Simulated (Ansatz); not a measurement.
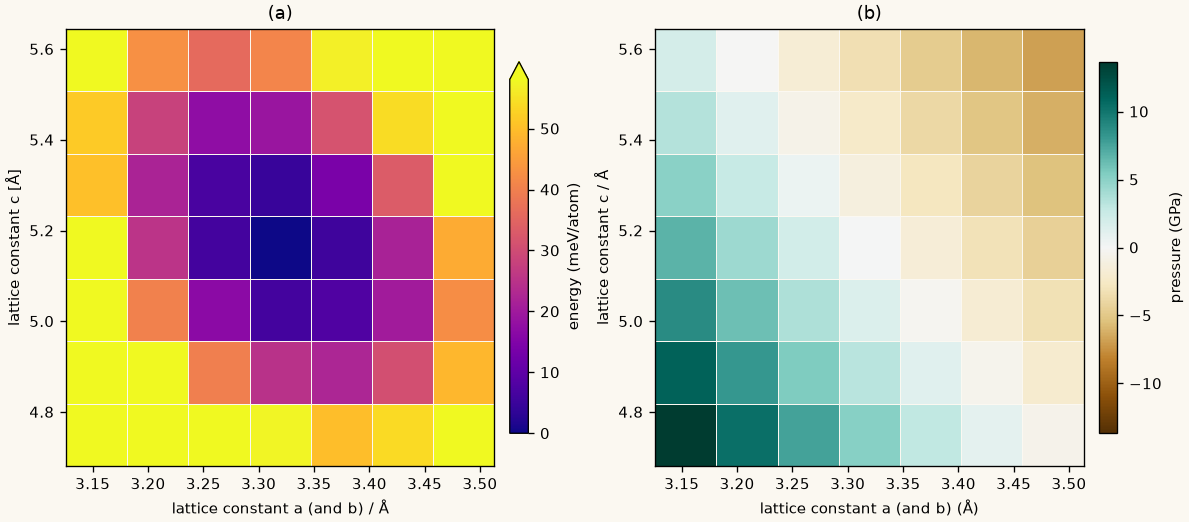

Sc (P6_3/mmc, No. 194; 2 atoms in the cell). The energy is mapped over the lattice constants a and c of the conventional cell. First axis: lattice constant a (and b). Second axis: lattice constant c. Nothing is relaxed (symmetry fixes all fractional coordinates). The scan uses a 7 × 7 grid. Energies are in meV/atom, from the lowest grid point. Method: DFT PBE, scalar-relativistic, plane waves, PAW in Ansatz. Settings: cutoff 520 eV, k-mesh 15×15×10 in the order of the run's cell vectors, gaussian smearing 0.15 eV, no spin polarisation.

Panel (a) is the energy and panel (b) the computed pressure on the same grid.

In the figure: one coloured cell a grid point, one colour for all values above the top of the scale.

Q: How does the pressure vary over the map, and what is it at the lowest grid point?

A: It runs from −6.9 GPa at lattice constant a (and b) = 3.486 Å, lattice constant c = 5.576 Å to 13.7 GPa at lattice constant a (and b) = 3.154 Å, lattice constant c = 4.750 Å. At the lowest grid point, lattice constant a (and b) = 3.320 Å, lattice constant c = 5.163 Å, it is 0.1 GPa.

| lattice constant c ↓, lattice constant a (and b) → | 3.154 | 3.209 | 3.264 | 3.320 | 3.375 | 3.430 | 3.486 |
| --- | --- | --- | --- | --- | --- | --- | --- |
| 5.576 | 2.0 | 0.0 | −1.8 | −3.4 | −4.7 | −5.9 | −6.9 |
| 5.438 | 3.4 | 1.3 | −0.7 | −2.4 | −3.9 | −5.1 | −6.2 |
| 5.300 | 5.0 | 2.7 | 0.6 | −1.2 | −2.8 | −4.2 | −5.4 |
| 5.163 | 6.8 | 4.3 | 2.0 | 0.1 | −1.7 | −3.1 | −4.4 |
| 5.025 | 8.9 | 6.1 | 3.7 | 1.5 | −0.3 | −1.9 | −3.3 |
| 4.887 | 11.1 | 8.2 | 5.5 | 3.2 | 1.2 | −0.5 | −2.0 |
| 4.750 | 13.7 | 10.5 | 7.6 | 5.1 | 2.9 | 1.1 | −0.6 |
